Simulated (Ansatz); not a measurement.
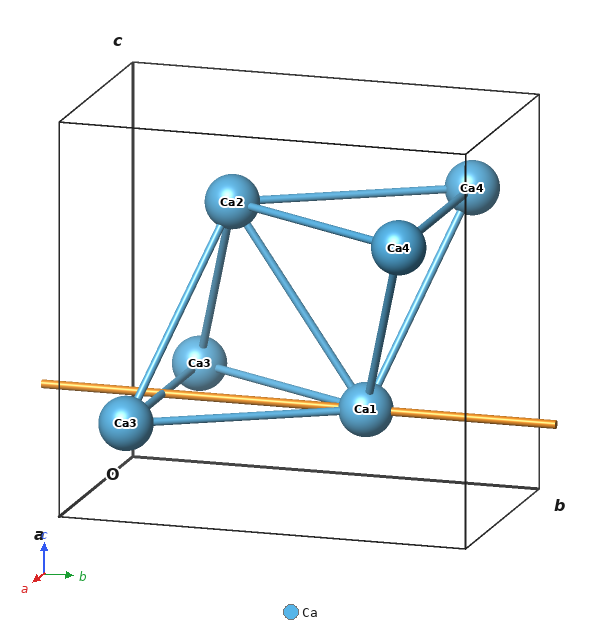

The coloured rod is the axis of a symmetry operation of the crystal. Crystal: Ca, the input geometry of an electronic-structure calculation (not necessarily at equilibrium). The drawing is computed from the coordinates (standard cell, symmetry found to 0.002 Å).

a = 3.943 Å, b = 6.791 Å, c = 6.509 Å, α = 90.00°, β = 90.00°, γ = 90.00°.

```json
{"atom": "Ca1", "x": "0.5000", "y": "0.6644", "z": "0.2500"}
{"atom": "Ca2", "x": "0.5000", "y": "0.3356", "z": "0.7500"}
{"atom": "Ca3", "x": "0.0000", "y": "0.1644", "z": "0.2500"}
{"atom": "Ca4", "x": "0.0000", "y": "0.8356", "z": "0.7500"}
```

Take the operation x, y, z → −x+1, y, −z+1/2.

Q: What kind of operation is it, and where does it lie?

A: It is a 2-fold rotation, about the line along [0 1 0] through (1/2, 1/2, 1/4).

Q: Onto which atom does it carry each atom (up to whole multiples of a, b and c)?

A: Ca1 → Ca1, Ca2 → Ca2, Ca3 → Ca3, Ca4 → Ca4.
